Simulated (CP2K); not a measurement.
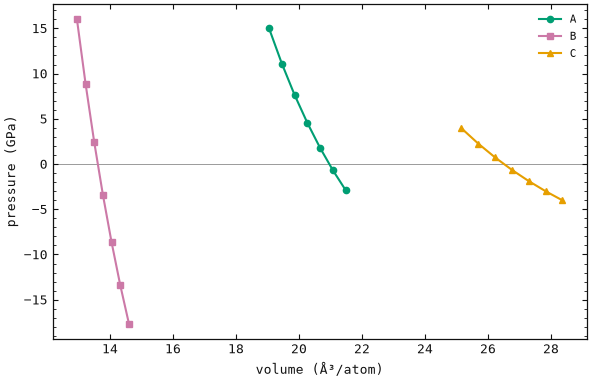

The plot gives the computed pressure against volume, with one curve for each compound, for PtSe₂, Ta₂C and TiTe₂ (all in space group P-3m1 (No. 164)). The labels are replaced by letters.

Computed with CP2K 2026.2: DFT in Gaussian orbitals with a plane-wave density, no spin polarisation; energies at scaled volumes of the given cell, shape and fractions fixed, counted from the fit's minimum, third-order Birch-Murnaghan fit. Level: PBEsol.

- occupations: Fermi–Dirac
- smearing width: 0.05 eV
- potentials: GTH PBE with UZH TZVP basis
- density cutoff: 6123 eV

Which letter stands for which compound?

Answer. A: PtSe2; B: Ta2C; C: TiTe2.

Note: spin-orbit coupling left out, heavy elements (PtSe2); shape and atomic fractions are frozen while scaling, which makes layered, chain and framework solids too stiff.
